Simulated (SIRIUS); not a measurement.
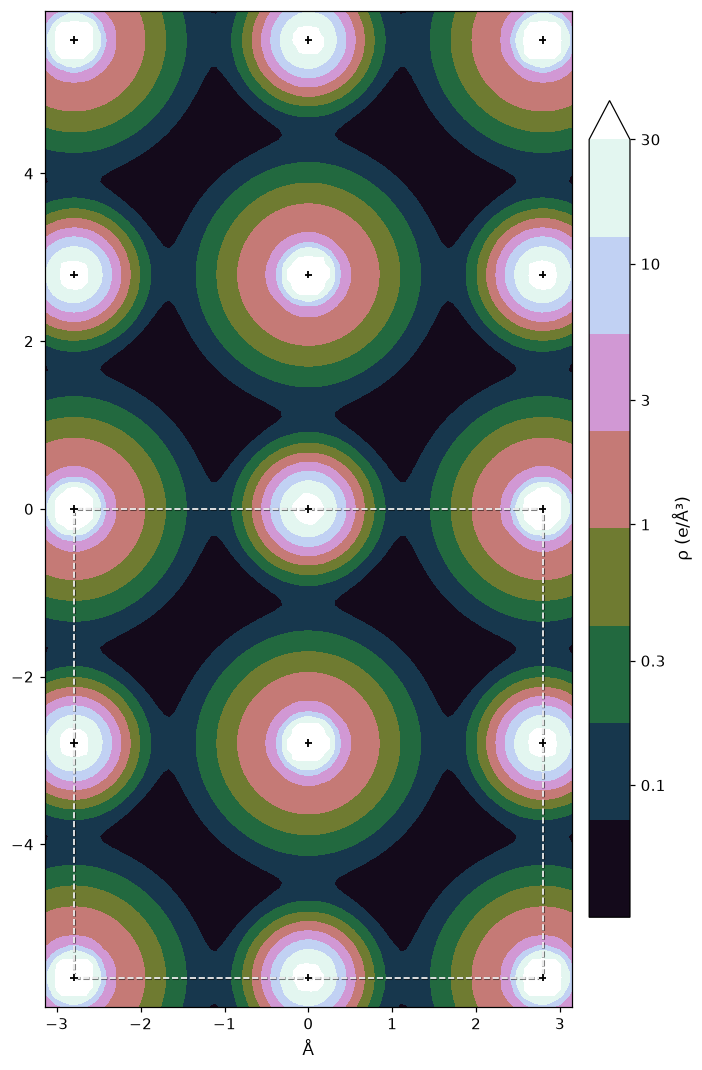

The total electron density on a plane through atoms (crosses mark nuclei in the plane).

These are results of Kohn-Sham DFT of a periodic cell, PBE, all-electron FP-LAPW in SIRIUS, not measurements.

Candidates:
A. NaCl, a = 5.59 Å, b = 5.59 Å, c = 5.59 Å, α = 90.00°, β = 90.00°, γ = 90.00°. Space group Fm-3m; a structure from a database of computed crystals, not necessarily the ambient phase.
B. Si, a = 2.65 Å, b = 4.12 Å, c = 4.12 Å, α = 120.00°, β = 90.00°, γ = 90.00°. Space group P-1; a generated structure, not necessarily the stable one; not relaxed (largest force 0.9 eV/Å).
C. CdF2, a = 5.39 Å, b = 5.39 Å, c = 5.39 Å, α = 90.00°, β = 90.00°, γ = 90.00°. Space group Fm-3m.

**Which system is this?**

Candidate A: NaCl on the (100) plane of the conventional cell, which holds Cl and Na. Na–Cl (2.79 Å): ρ is about 0.14 e/Å³ halfway.
